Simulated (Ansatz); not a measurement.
The coordinates of a crystal:

```
Tl
1.0
     5.03533    0.00000    0.00000
     0.00000    5.03533    0.00000
     0.00000    0.00000    2.90794
Tl
4
Direct
  0.50000 0.50000 0.00000
  0.00000 0.00000 0.00000
  0.50000 0.00000 0.52031
  0.00000 0.50000 0.47969
```

**Summarise the structure in words.**

The element is thallium. Symmetry: P4/nmm (No. 129), primitive tetragonal lattice. The cell holds four atoms. The Tl atoms are each bonded to ten Tl at 2.88 to 2.94 Å. The bonds build a three-dimensional framework.

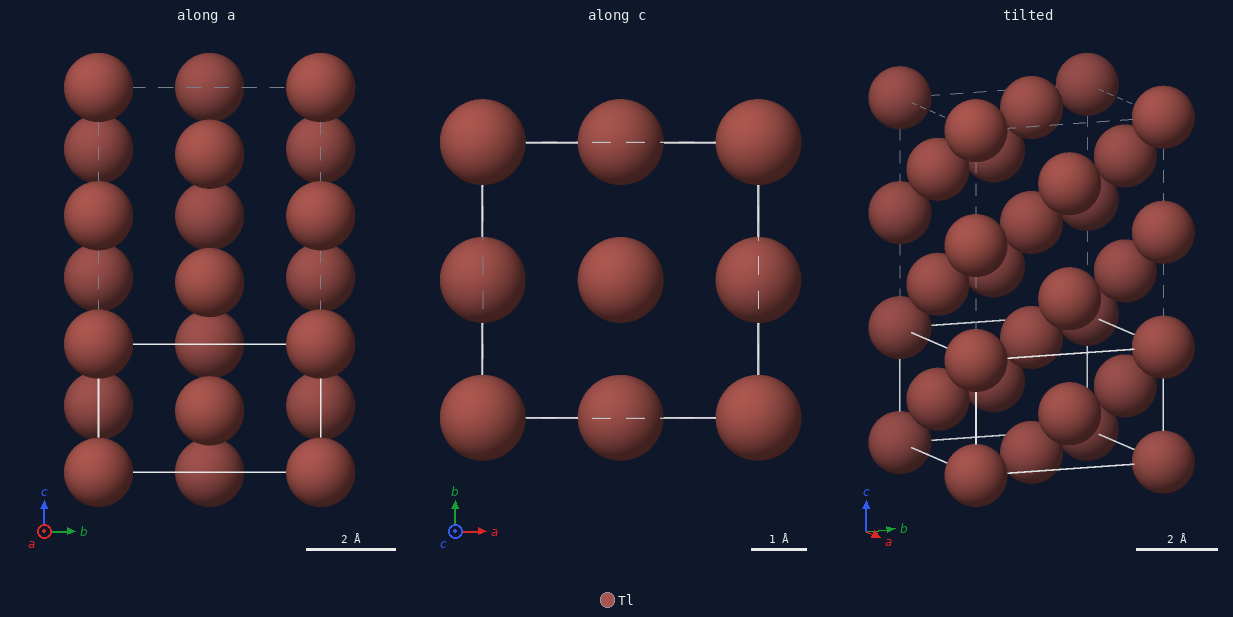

View along the a axis, along the c axis and slightly off an axis, drawn as a spheres-only model. The structure is repeated 1×1×3 times; solid lines mark one conventional unit cell. Colours: thallium brown.

Provenance: a structure listed in the Materials Project, with elements exchanged, so it need not be a known form of the compound. The cell was then strained or its atoms displaced on purpose. It was the input of a calculation with Ansatz.

At this level of theory the cell isn't at rest (compressed, at 54 GPa), so its distances can differ from those at equilibrium, the more so the softer the solid.
